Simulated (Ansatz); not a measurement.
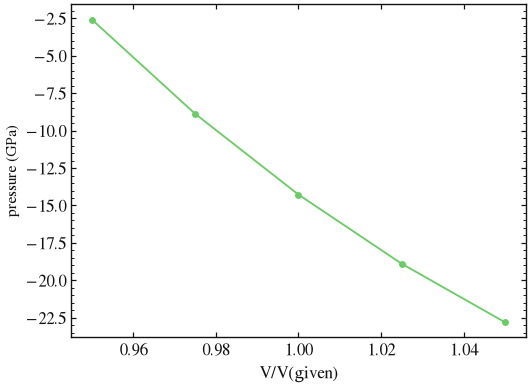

The plot gives the computed pressure against V/V(given) for Co, space group P6_3/mmc (No. 194).

Starting cell:
```yaml
crystal:
  lattice:
    - [2.47200, 0.00000, 0.00000]
    - [-1.23600, 2.14081, 0.00000]
    - [0.00000, 0.00000, 4.02114]
  atoms:
    - { symbol: Co, position: [0.33333, 0.66667, 0.25000] }
    - { symbol: Co, position: [0.66667, 0.33333, 0.75000] }
```

Computed with Ansatz 0.2.0: periodic Kohn-Sham DFT of a crystal at fixed atoms, scaled to the stated factor times the given cell; pressure positive in compression. Level: LDA, collinear spin. The state reached is ferromagnetic.

| setting | value |
| --- | --- |
| method | frozen-core PAW |
| relativity | scalar |
| k mesh | 17×17×9 |
| occupations | Fermi–Dirac |
| smearing width | 0.03 eV |
| wave cutoff | 420 eV |
| PAW set | soft_2 |

V(given) is 10.64 Å³/atom.

Question: What does the pressure do across the range?

Answer: It falls from −2.6 GPa at V/V(given) 0.950 to −22.8 GPa at 1.050.

Caveats: PAW files made with PBE; no gap: field gradients move with the k mesh; the volumes run don't bracket the minimum of the energy, so any equilibrium value is extrapolated; run without spin, though Co often carries a moment; shape and atomic fractions are frozen while scaling, which makes layered, chain and framework solids too stiff.
